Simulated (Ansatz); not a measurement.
# Ti2B3: from a guess to a relaxed structure, part 2 of 2

Where does this trial cell of Ti2B3 go when cell and atoms are let free?

Ansatz 0.2.0; DFT PBE, scalar-relativistic, plane waves, PAW. Earlier steps stand in the parts before.

**4. Spin check on a coarse mesh**

Contents of input.yaml:

```yaml
crystal:
  lattice:
    - [5.0483600617, 0.0, 0.0]
    - [0.0, 5.0483600617, 0.0]
    - [0.0, 0.0, 5.0483600617]
  atoms:
    - { symbol: Ti, position: [0.25, 0.25, 0.25], spin: 1.0 }
    - { symbol: Ti, position: [0.25, 0.75, 0.75], spin: 1.0 }
    - { symbol: Ti, position: [0.75, 0.75, 0.25], spin: 1.0 }
    - { symbol: Ti, position: [0.75, 0.25, 0.75], spin: 1.0 }
    - { symbol: B, position: [0.0, 0.5, 0.5] }
    - { symbol: B, position: [0.0, 0.5, 0.0] }
    - { symbol: B, position: [0.5, 0.0, 0.5] }
    - { symbol: B, position: [0.0, 0.0, 0.5] }
    - { symbol: B, position: [0.5, 0.0, 0.0] }
    - { symbol: B, position: [0.5, 0.5, 0.0] }
basis:
  ecutwfc: 420
kpoints:
  mp_grid: { grid: [4, 4, 4] }
hamiltonian:
  xc: pbe
scf:
  occupations: { method: gaussian, width: 0.1 }
  lower_state_search: "off"
output:
  forces: true
  stress: true
  eigenvalues: true
  populations: true
magnetization:
  spin_polarized: true
```

The run is started by

```
$ ansatz run input.yaml --threads 1 --pin off --max-ram 2560MiB --backend cpu --events-out ev --progress --plain --runs-dir out
```

The program printed, shortened:

```text
[...]
SCF converged after 15 iterations
Magnetization: 0.0000 μB (33.0000 up, 33.0000 down)
Absolute magnetization: 0.0000 μB (∫|ρ↑−ρ↓|, with the PAW one-centre terms)
Spin contamination: 0.0000 ħ² per cell (⟨S²⟩ above its minimum at these occupations)
[...]
Free energy (F): -10927.240193 eV
[...]
E sigma→0 (E₀):  -10927.225012 eV
Entropy (-TS):   -0.030363 eV (-3.036 meV/atom)
Fermi energy:    9.338540 eV
[...]
--- Löwdin populations: 10 sites ---
  site symbol       q [e]    m [muB]
     0     Ti     11.1957     0.0000
     1     Ti     11.1957     0.0000
     2     Ti     11.1957     0.0000
     3     Ti     11.1957     0.0000
     4      B      3.5074     0.0000
     5      B      3.5074     0.0000
     6      B      3.5074     0.0000
     7      B      3.5074     0.0000
     8      B      3.5074     0.0000
     9      B      3.5074     0.0000
  spilling = 0.002620 (of n_electrons = 66.000000)
```

Wall time 28 s (1 thread of Intel Xeon at 2.50GHz (Skylake/Cascade Lake), shared host); peak memory 0.45 GiB.

Per atom:

| atom | Löwdin electrons |
| --- | --- |
| Ti1 | 11.20 |
| Ti2 | 11.20 |
| Ti3 | 11.20 |
| Ti4 | 11.20 |
| B5 | 3.51 |
| B6 | 3.51 |
| B7 | 3.51 |
| B8 | 3.51 |
| B9 | 3.51 |
| B10 | 3.51 |

The Löwdin counts miss 0.17 of the 66 electrons, which the atomic orbitals do not span, so they are no charges.

The same cell is solved with trial moments on Ti. The largest site moment that stays is 0.00 μB and the cell's total 0.00 μB. The workflow keeps spin only above 0.25 μB on a site, so the next run goes without spin.

**5. Relaxation on the finer mesh**

The end of the coarse run is made exact in the group found at a tolerance of 0.06 Å and reduced to its primitive cell.

Contents of input.yaml:

```yaml
crystal:
  lattice:
    - [5.0483600617, 0.0, 0.0]
    - [0.0, 5.0483600617, 0.0]
    - [0.0, 0.0, 5.0483600617]
  atoms:
    - { symbol: Ti, position: [0.25, 0.25, 0.25] }
    - { symbol: Ti, position: [0.25, 0.75, 0.75] }
    - { symbol: Ti, position: [0.75, 0.75, 0.25] }
    - { symbol: Ti, position: [0.75, 0.25, 0.75] }
    - { symbol: B, position: [0.0, 0.5, 0.5] }
    - { symbol: B, position: [0.0, 0.5, 0.0] }
    - { symbol: B, position: [0.5, 0.0, 0.5] }
    - { symbol: B, position: [0.0, 0.0, 0.5] }
    - { symbol: B, position: [0.5, 0.0, 0.0] }
    - { symbol: B, position: [0.5, 0.5, 0.0] }
basis:
  ecutwfc: 420
kpoints:
  mp_grid: { grid: [8, 8, 8] }
hamiltonian:
  xc: pbe
scf:
  occupations: { method: gaussian, width: 0.1 }
output:
  forces: true
  stress: true
  eigenvalues: true
  write_density: true
  write_potential: true
  elf: true
  volumetric_format: npy
relax:
  adjacent_minimum: "off"
  f_tol: 0.01
  max_steps: 80
  cell: { stress_tol: 0.05 }
```

The run is started by

```
$ ansatz run input.yaml --threads 1 --pin off --max-ram 2560MiB --backend cpu --events-out ev --progress --plain --runs-dir out
```

The program printed:

```text
Warning: RAYON_NUM_THREADS=1 ignored (pool sized by the plan → 1); use --threads N
[... 9 set-up lines as earlier in the session ...]
Crystal: 10 atoms, lattice volume = 128.662 Å³
Basis set: ecut = 420 eV, 2517 PW (Γ), exchange–correlation on 72×72×72 points (8 copies of the dense FFT grid, shifted against one another)
Bands: 43, of which v1, the nominal top of the filled ones, is band 33 counted from 1 (32 counted from 0)
[... 1 set-up line as earlier in the session ...]
Space group: Pn-3m (ITA 224), of the structure as read, at distance tolerance 5.0e-5 Å
k-points: 35 of 512
[... 8 set-up lines as earlier in the session ...]
SCF iter   1: F=—  HF=-10927.297042 eV  |F-HF|=—  |Δ(HF+E_count)|=         —  Δρ=8.34e-3  dr2=1.06e-1  ethr=1.77e-3  ⟨swp⟩=4.1  Hψ=5818  notcnv=0
preconditioner: auto → Kerker (q_TF=auto, 2.441 Å⁻¹)  [metal: Δε(μ)=0.011 eV  Ē_g=5.000 eV  σ=0.100 eV  W_gap=0.06  n_scr=26 (ndim 8)  ℏωp=19.1 eV  f_vac=0.000  D(μ)=7.30/eV (n_scr^D=80)]
SCF iter   2: F=—  HF=-10927.279211 eV  |F-HF|=—  |Δ(HF+E_count)|=   1.78e-2  Δρ=3.86e-3  dr2=2.49e-2  ethr=1.61e-4  ⟨swp⟩=2.0  Hψ=2322  notcnv=0  defer=89
SCF iter   3: F=—  HF=-10927.276886 eV  |F-HF|=—  |Δ(HF+E_count)|=   2.32e-3  Δρ=1.47e-3  dr2=4.70e-3  ethr=3.77e-5  ⟨swp⟩=2.2  Hψ=1680  notcnv=0  defer=89
SCF iter   4: F=—  HF=-10927.276670 eV  |F-HF|=—  |Δ(HF+E_count)|=   2.16e-4  Δρ=3.59e-4  dr2=2.77e-4  ethr=7.11e-6  ⟨swp⟩=2.0  Hψ=1724  notcnv=0  defer=89
SCF iter   5: F=—  HF=-10927.276641 eV  |F-HF|=—  |Δ(HF+E_count)|=   2.91e-5  Δρ=8.90e-5  dr2=1.04e-5  ethr=4.20e-7  ⟨swp⟩=2.0  Hψ=1839  notcnv=0  defer=89
SCF iter   6: F=—  HF=-10927.276378 eV  |F-HF|=—  |Δ(HF+E_count)|=   2.63e-4  Δρ=1.56e-5  dr2=3.21e-7  ethr=1.57e-8  ⟨swp⟩=2.1  Hψ=1978  notcnv=0  defer=89
SCF iter   7: F=-10927.276378 eV  HF=-10927.276378 eV  |F-HF|=1.22e-8  |Δ(HF+E_count)|=   1.06e-7  Δρ=5.60e-6  dr2=5.56e-8  ethr=1.52e-10  ⟨swp⟩=12.5  Hψ=9404  notcnv=0
SCF 1 converged in 7 iterations: F = -10927.276378 eV  dr2 = 5.56e-8
relax step   1: F+E_penalty+E_count = -10927.27637781 eV  Δ(F+E_penalty+E_count) = +0.000e0 eV  max|allowed force component| = 1.185e-17 eV/Å  Δτ_max = 0.0000 Å  P = +0.066 GPa  Ω = 128.662 Å³  (7 SCF iters, dr2 threshold 1.00e-7 eV, accepted)
Crystal: 10 atoms, lattice volume = 128.713 Å³
[... 2 set-up lines as earlier in the session ...]
iter 1 solved again at ethr=4.96e-9 eV; its pass at ethr=3.10e-3 eV (dr2=3.27e-6 eV) is discarded
SCF iter   1: F=—  HF=-10927.276626 eV  |F-HF|=—  |Δ(HF+E_count)|=         —  Δρ=3.98e-5  dr2=3.31e-6  ethr=4.96e-9  ⟨swp⟩=2.2  Hψ=6745  notcnv=0
preconditioner: auto → Kerker (q_TF=auto, 2.441 Å⁻¹)  [metal: Δε(μ)=0.005 eV  Ē_g=4.946 eV  σ=0.100 eV  W_gap=0.03  n_scr=26 (ndim 8)  ℏωp=19.1 eV  f_vac=0.000  D(μ)=7.51/eV (n_scr^D=80)]
SCF iter   2: F=—  HF=-10927.276362 eV  |F-HF|=—  |Δ(HF+E_count)|=   2.64e-4  Δρ=1.59e-5  dr2=5.52e-7  ethr=4.96e-9  ⟨swp⟩=2.0  Hψ=1889  notcnv=0
SCF iter   3: F=—  HF=-10927.276362 eV  |F-HF|=—  |Δ(HF+E_count)|=   1.22e-7  Δρ=5.58e-6  dr2=7.67e-8  ethr=8.36e-10  ⟨swp⟩=2.0  Hψ=1895  notcnv=0
iter 4 did not close the SCF: its close was put off for the readings that it lacked (scf_convergence_deferred on its scf_iter line)
SCF iter   4: F=-10927.276362 eV  HF=-10927.276362 eV  |F-HF|=1.58e-9  |Δ(HF+E_count)|=   1.98e-8  Δρ=1.49e-6  dr2=5.27e-9  ethr=1.16e-10  ⟨swp⟩=2.0  Hψ=1928  notcnv=0
iter 5 did not close the SCF: its close was put off for the readings that it lacked (scf_convergence_deferred on its scf_iter line)
SCF iter   5: F=-10927.276362 eV  HF=-10927.276362 eV  |F-HF|=5.46e-12  |Δ(HF+E_count)|=  3.35e-10  Δρ=5.58e-7  dr2=3.63e-10  ethr=7.99e-12  ⟨swp⟩=2.0  Hψ=2035  notcnv=0
SCF iter   6: F=-10927.276362 eV  HF=-10927.276362 eV  |F-HF|=0.00e0  |Δ(HF+E_count)|=  1.04e-10  Δρ=1.08e-7  dr2=1.76e-11  ethr=1.00e-12  ⟨swp⟩=4.5  Hψ=6689  notcnv=0
SCF 2 converged in 6 iterations: F = -10927.276362 eV  dr2 = 1.76e-11
relax step   2: F+E_penalty+E_count = -10927.27636173 eV  Δ(F+E_penalty+E_count) = +1.608e-5 eV  max|allowed force component| = 1.515e-17 eV/Å  Δτ_max = 0.0000 Å  P = +0.016 GPa  Ω = 128.713 Å³  energy of the carried Pulay correction = -2.914e-5 eV  (6 SCF iters, accepted)
Initial wavefunctions: pseudopotential atomic-orbital guess (no wavefunctions were taken with the density)
iter 1 solved again at ethr=8.40e-9 eV; its pass at ethr=3.10e-3 eV (dr2=5.54e-6 eV) is discarded
SCF iter   1: F=—  HF=-10927.276646 eV  |F-HF|=—  |Δ(HF+E_count)|=         —  Δρ=8.28e-7  dr2=2.21e-10  ethr=8.40e-9  ⟨swp⟩=4.0  Hψ=10143  notcnv=0
preconditioner: auto → Kerker (q_TF=auto, 2.441 Å⁻¹)  [metal: Δε(μ)=0.005 eV  Ē_g=4.947 eV  σ=0.100 eV  W_gap=0.03  n_scr=26 (ndim 8)  ℏωp=19.1 eV  f_vac=0.000  D(μ)=7.51/eV (n_scr^D=80)]
SCF iter   2: F=—  HF=-10927.276383 eV  |F-HF|=—  |Δ(HF+E_count)|=   2.63e-4  Δρ=3.66e-7  dr2=2.62e-11  ethr=1.00e-12  ⟨swp⟩=6.8  Hψ=9321  notcnv=0
iter 3 did not close the SCF: its close was put off for the readings that it lacked (scf_convergence_deferred on its scf_iter line)
SCF iter   3: F=-10927.276383 eV  HF=-10927.276383 eV  |F-HF|=5.46e-11  |Δ(HF+E_count)|=  8.73e-11  Δρ=2.28e-7  dr2=8.95e-12  ethr=1.00e-12  ⟨swp⟩=1.0  Hψ=1505  notcnv=0
iter 4 did not close the SCF: its close was put off for the readings that it lacked (scf_convergence_deferred on its scf_iter line)
SCF iter   4: F=-10927.276383 eV  HF=-10927.276383 eV  |F-HF|=1.82e-12  |Δ(HF+E_count)|=  6.00e-11  Δρ=2.05e-8  dr2=3.76e-13  ethr=1.00e-12  ⟨swp⟩=1.0  Hψ=1505  notcnv=0
iter 5 did not close the SCF: its close was put off for the readings that it lacked (scf_convergence_deferred on its scf_iter line)
SCF iter   5: F=-10927.276383 eV  HF=-10927.276383 eV  |F-HF|=3.64e-12  |Δ(HF+E_count)|=  1.82e-12  Δρ=9.28e-9  dr2=4.85e-14  ethr=1.00e-12  ⟨swp⟩=1.0  Hψ=1505  notcnv=0
iter 6 did not close the SCF: its close was put off for the readings that it lacked (scf_convergence_deferred on its scf_iter line)
SCF iter   6: F=-10927.276383 eV  HF=-10927.276383 eV  |F-HF|=0.00e0  |Δ(HF+E_count)|=  1.82e-12  Δρ=2.84e-9  dr2=8.32e-15  ethr=1.00e-12  ⟨swp⟩=1.0  Hψ=1505  notcnv=0
SCF iter   7: F=-10927.276383 eV  HF=-10927.276383 eV  |F-HF|=1.82e-12  |Δ(HF+E_count)|=    0.00e0  Δρ=1.15e-9  dr2=1.68e-15  ethr=1.00e-12  ⟨swp⟩=2.0  Hψ=3749  notcnv=0
SCF 3 converged in 7 iterations: F = -10927.276383 eV  dr2 = 1.68e-15
relax step   3: F+E_penalty+E_count = -10927.27638334 eV  Δ(F+E_penalty+E_count) = -2.161e-5 eV  max|allowed force component| = 1.388e-17 eV/Å  Δτ_max = 0.0000 Å  P = +0.017 GPa  Ω = 128.713 Å³  stress off target by 1.67e-2 GPa  SCF on the basis re-selected at this cell (its energy is not comparable with the rows above)  (7 SCF iters)
basis re-selected at this cell: Δ(F+E_penalty+E_count) = -2.161e-5 eV, ΔP = +0.000 GPa vs the last step (what re-selecting the basis moved, of the pressure what is left beyond the Pulay correction that the steps carried, after the strain that the cell walked since its last selection, with what the two solves' SCF thresholds leave and, on support functions, any second-order correction that the steps lacked; it is no measure of the basis error at this ecutwfc). This SCF's stress stands 1.67e-2 GPa from its target on what of the cell is left free (relax.cell.stress_tol is 5.00e-2 GPa) and its largest allowed force component is 1.39e-17 eV/Å (relax.f_tol is 1.00e-2 eV/Å): within both
SCF converged after 7 iterations
Free energy (F): -10927.276383 eV
Harris-Foulkes:  -10927.276383 eV  (|F-HF|=1.82e-12)
Internal energy: -10927.238819 eV  (E = F + TS)
E sigma→0 (E₀):  -10927.257601 eV
Entropy (-TS):   -0.037564 eV (-3.756 meV/atom)
Fermi energy:    9.303046 eV
--- Per-component energies (eV) ---
  E_band       = -735.169448
  E_kinetic    = 1355.971041
  E_local      = -4228.411064  (includes V_loc(G=0)·N_el)
  E_nonlocal   = 109.606676
  E_hartree    = 1716.943249
  E_xc         = -575.082602
  E_vxc        = -706.720690  (∫ρ·V_xc dr)
  E_paw        = -4661.685145  (= ΣΔE_a)
  E_vpaw       = -699.502313  (= ΣTr[D̂ρ^β])
  E_aug_tail   = 0.000402  (compensation charges beyond the density's cutoff)
  E_ewald      = -4644.581375
  E_smearing   = -0.037564  (= −TS)
  E_closure    = -0.000000  (closes the sum)
  Σ components = -10927.276383   (vs F -10927.276383, Δ=0.00e0)
--- Forces (eV/Å), atoms counted from 1 ---
  atom   1  Ti     0.00000000    -0.00000000     0.00000000
  atom   2  Ti     0.00000000     0.00000000     0.00000000
  atom   3  Ti     0.00000000     0.00000000     0.00000000
  atom   4  Ti     0.00000000     0.00000000     0.00000000
  atom   5  B      0.00000000    -0.00000000    -0.00000000
  atom   6  B     -0.00000000     0.00000000    -0.00000000
  atom   7  B      0.00000000    -0.00000000    -0.00000000
  atom   8  B     -0.00000000     0.00000000     0.00000000
  atom   9  B     -0.00000000     0.00000000     0.00000000
  atom  10  B      0.00000000    -0.00000000    -0.00000000
  max |Σ_I F_I| component: 1.16e-18 eV/Å
--- Stress (GPa, compression-positive) ---
        0.016676       0.000000       0.000000
        0.000000       0.016676       0.000000
        0.000000       0.000000       0.016676
  P = ⅓ Tr σ = 0.0167 GPa (0.167 kbar)
--- Band table (eV; the first three rows and the last of 35) ---
  k-point 0: bands = ["-47.0686", "-47.0548", "-47.0548", "-47.0548", "-23.4744", "-23.4744", "-23.4042", "-23.4042", "-23.4042", "-23.3714", "-23.3714", "-23.3714", "-23.3597", "-23.2917", "-23.2917", "-23.2917", "-0.3158", "3.4389", "3.4389", "4.2932", "4.2932", "4.7519", "4.7519", "4.7519", "7.0102", "7.3811", "7.3811", "7.3811", "8.0161", "8.0161", "8.0161", "8.8334", "10.2358", "10.2358", "10.2358", "10.4664", "10.4664", "10.4664", "10.9789", "10.9789", "11.1967", "11.1967", "11.1967"]
  k-point 1: bands = ["-47.0680", "-47.0553", "-47.0548", "-47.0548", "-23.4718", "-23.4704", "-23.4068", "-23.4032", "-23.4032", "-23.3752", "-23.3719", "-23.3719", "-23.3574", "-23.2946", "-23.2923", "-23.2923", "-0.2313", "3.0549", "3.4559", "4.2326", "4.3317", "4.8358", "4.8358", "4.9791", "6.9614", "7.4066", "7.4066", "7.6009", "7.7929", "7.7929", "8.1489", "8.7596", "9.8912", "9.8912", "10.1964", "10.3624", "10.7354", "10.7354", "11.0055", "11.0287", "11.2259", "11.3309", "11.3309"]
  k-point 2: bands = ["-47.0665", "-47.0568", "-47.0548", "-47.0548", "-23.4642", "-23.4590", "-23.4145", "-23.4006", "-23.4006", "-23.3859", "-23.3732", "-23.3732", "-23.3506", "-23.3027", "-23.2938", "-23.2938", "0.0186", "2.3479", "3.5086", "4.0819", "4.4440", "5.0806", "5.0806", "5.1529", "7.1299", "7.2811", "7.2811", "7.4788", "7.4788", "8.0059", "8.5004", "8.5668", "9.3874", "9.3874", "10.0581", "10.0648", "11.0112", "11.0112", "11.0820", "11.1385", "11.2789", "11.6179", "11.7356"]
  k-point 34: bands = ["-47.0585", "-47.0585", "-47.0585", "-47.0573", "-23.4733", "-23.4733", "-23.4733", "-23.3726", "-23.3726", "-23.3726", "-23.3705", "-23.3705", "-23.3661", "-23.2905", "-23.2905", "-23.2905", "2.0560", "2.0560", "2.0560", "3.2854", "3.2854", "3.2854", "6.4798", "6.7100", "7.1037", "7.1037", "7.1037", "7.4868", "7.4868", "8.7787", "8.7787", "8.7787", "11.0043", "11.2691", "11.2691", "11.2866", "11.2866", "11.2866", "11.3446", "11.3446", "11.3446", "11.3706", "11.3706"]
--- Relaxed structure (2 steps of the walk, 2 accepted, 1 SCFs on fresh bases) ---
  F+E_penalty+E_count = -10927.27638334 eV   max|allowed force component| = 1.388e-17 eV/Å   (the final SCF, on the basis selected at the relaxed cell)
  cell:  # Å, volume = 128.7130 Å³
    - [5.049024239633411, -8.024708101613482e-36, -8.024708101613482e-36]
    - [-8.024708101613482e-36, 5.049024239633411, -8.024708101613482e-36]
    - [-1.6049416203226965e-35, -8.024708101613482e-36, 5.049024239633411]
  atoms:
    - { symbol: Ti, position: [0.24999999999999997, 0.24999999999999997, 0.24999999999999997] }
    - { symbol: Ti, position: [0.24999999999999997, 0.7499999999999999, 0.7499999999999999] }
    - { symbol: Ti, position: [0.7499999999999999, 0.7499999999999999, 0.24999999999999997] }
    - { symbol: Ti, position: [0.7499999999999999, 0.24999999999999997, 0.7499999999999999] }
    - { symbol: B, position: [-2.359513969437698e-36, 0.49999999999999994, 0.49999999999999994] }
    - { symbol: B, position: [6.209247287993943e-37, 0.49999999999999994, 4.4905276386772196e-36] }
    - { symbol: B, position: [0.49999999999999994, -7.873325561176315e-37, 0.49999999999999994] }
    - { symbol: B, position: [1.217012468446813e-36, 1.2865560380723451e-36, 0.49999999999999994] }
    - { symbol: B, position: [0.49999999999999994, 5.0419087978510824e-37, -2.861221150307609e-36] }
    - { symbol: B, position: [0.49999999999999994, 0.49999999999999994, 3.1791346114529017e-37] }
```

Wall time 96 s (1 thread of Intel Xeon at 2.50GHz (Skylake/Cascade Lake), shared host); peak memory 0.5 GiB.

Relaxation path:

| step | E - E(step 1) (eV/cell) | largest force component (eV/Å) | pressure (GPa) | volume (Å³) |
| --- | --- | --- | --- | --- |
| 1 | 0.0000 | 0.0000 | 0.07 | 128.66 |
| 2 | 0.0000 | 0.0000 | 0.02 | 128.71 |
| 3 | 0.0000 | 0.0000 | 0.02 | 128.71 |

Step 1 is the start. Step 3 repeats the geometry before it on a plane-wave basis chosen anew for that cell, so its energy need not be comparable with the rows above.

|  | before | after | change |
| --- | --- | --- | --- |
| a (Å) | 5.048 | 5.049 | 0.0 % |
| b (Å) | 5.048 | 5.049 | 0.0 % |
| c (Å) | 5.048 | 5.049 | 0.0 % |
| volume (Å³/atom) | 12.87 | 12.87 | 0.0 % |
| shortest distance (Å) | 2.186 | 2.186 | 0.0 % |
| space group (0.01 Å) | Pn-3m | Pn-3m | same |

The run keeps the 48 symmetry operations of the start, so it could not have lowered the symmetry.

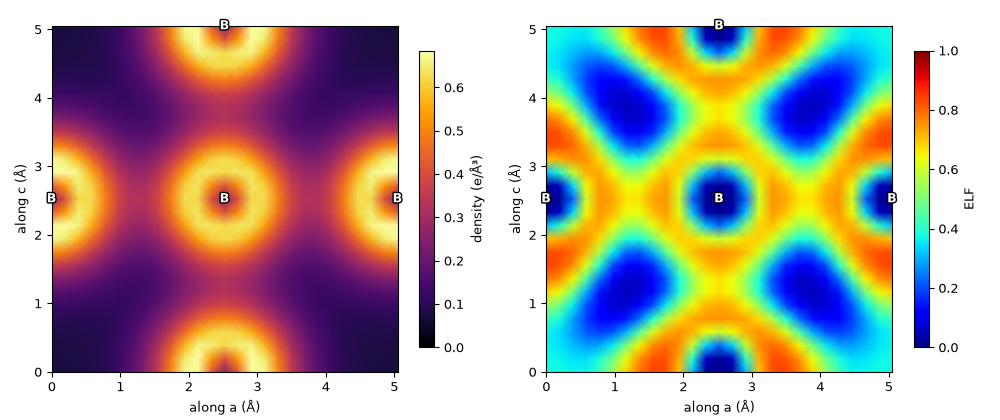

Density (left) and ELF (right) in a lattice plane of the grid's cell (edges 5.05 and 5.05 Å, at 0.000 of the third edge), which holds B. Only atoms in the plane are labelled. Both are smooth fields of the valence electrons: close to the nuclei they are not physical.

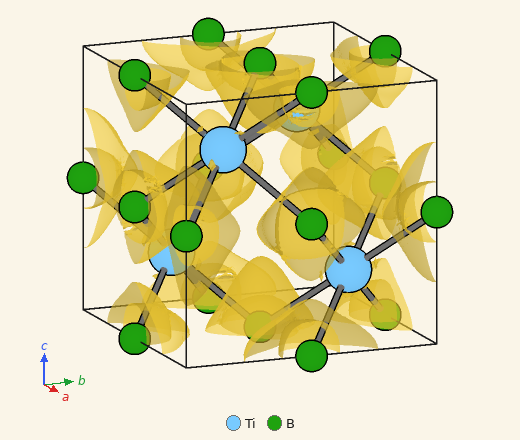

Surface of ELF = 0.69, drawn in one cell.

The highest ELF values outside the cores: 0.84 beside B, off the lines to its neighbours, 1.0 Å from B; 0.75 in the shell around B, 0.8 Å from B.

**6. Changing settings: scf.algorithm direct_min**

Changes to input.yaml since step 5:

```diff
@@ -2,5 +2,5 @@
   lattice:
-    - [5.0483600617, 0.0, 0.0]
-    - [0.0, 5.0483600617, 0.0]
-    - [0.0, 0.0, 5.0483600617]
+    - [5.0490242396, 0.0, 0.0]
+    - [0.0, 5.0490242396, 0.0]
+    - [0.0, 0.0, 5.0490242396]
   atoms:
@@ -24,14 +24,6 @@
   occupations: { method: gaussian, width: 0.1 }
+  algorithm: direct_min
 output:
   forces: true
+  eigenvalues: true
   stress: true
-  eigenvalues: true
-  write_density: true
-  write_potential: true
-  elf: true
-  volumetric_format: npy
-relax:
-  adjacent_minimum: "off"
-  f_tol: 0.01
-  max_steps: 80
-  cell: { stress_tol: 0.05 }
```

The run is started by

```
$ ansatz run input.yaml --threads 1 --pin off --max-ram 2560MiB --backend cpu --events-out ev --progress --plain --runs-dir out
```

The program printed, shortened:

```text
Warning: RAYON_NUM_THREADS=1 ignored (pool sized by the plan → 1); use --threads N
[...]
[... 4 set-up lines as earlier in the session ...]
[...]
Crystal: 10 atoms, lattice volume = 128.713 Å³
[...]
  atom   5  B      0.00000000     0.00000000    -0.00000000
  atom   6  B      0.00000000     0.00000000    -0.00000000
  atom   7  B     -0.00000000     0.00000000     0.00000000
  atom   8  B     -0.00000000    -0.00000000     0.00000000
[...]
--- Stress (GPa, compression-positive) ---
        0.016681      -0.000000       0.000000
       -0.000000       0.016681      -0.000000
        0.000000       0.000000       0.016681
  P = ⅓ Tr σ = 0.0167 GPa (0.167 kbar)
--- Band table (eV; the first three rows and the last of 35) ---
[...]
```

It took 98 s on 1 thread of Intel Xeon at 2.50GHz (Skylake/Cascade Lake), shared host; peak memory 0.72 GiB.

| run | ending | energy change | pressure (GPa) | gap (eV) | force (eV/Å) | cycles | time |
| --- | --- | --- | --- | --- | --- | --- | --- |
| step 5 | converged | 0 | 0.0 | 0.00 | 0.00 | - | 96 s |
| variant | converged | 0.0 meV/atom | 0.0 | 0.00 | 0.00 | 7 | 98 s |

With the changed solver the energy agrees within 0.5 meV/atom.

**7. Results**

What follows sums up all 2 parts. Changes of volume or cell count from the first structure of part 1.

```
                              quantity                                                                      value
symmetry at the end (tolerance 0.05 Å)                                                space group Pn-3m (No. 224)
                     conventional cell  a = 5.049 Å, b = 5.049 Å, c = 5.049 Å, α = 90.00°, β = 90.00°, γ = 90.00°
                                volume                                                              12.87 Å³/atom
              energy over the elements                                                              +0.69 eV/atom
                       gap on the mesh                                                               none (metal)
```

What this shows: The space group Pn-3m (No. 224) is kept, and the volume per atom grows by 25.4 % from the first guess. The formation energy is positive, so the separate elements lie lower. No finished test with a distortion of lower symmetry is shown, so the end may be a saddle point. Other magnetic orders were not searched.
